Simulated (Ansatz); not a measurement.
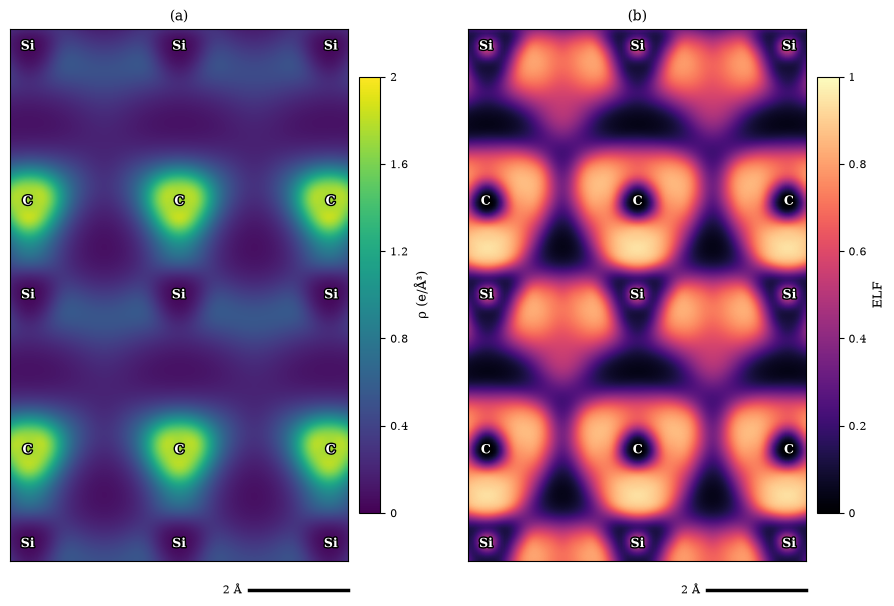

The picture shows: Si$_{24}$C$_{23}$ (cell charge +1, with a compensating background) (cell with a defect). (a) valence pseudo-density; (b) electron localisation function on the (010) plane of the calculation cell.

Spin-polarised.

The calculation used DFT, r2SCAN, plane-wave PAW, default files, scalar-relativistic (Ansatz).

The density is the valence pseudo-density of a PAW calculation; it isn't the true density close to the nuclei.

What do the fields say about this system?

Answer. The section cuts through Si and C sites. Atoms just off the plane (Si, 0.9 Å away and C, 0.9 Å away) can leave unmarked features too. Si–C (1.89 Å): ρ is about 0.89 e/Å³ halfway; the ELF peaks at about 0.95 between the atoms (localised, covalent bonding). Between the atoms the lowest density in this plane is 0.08 e/Å³.
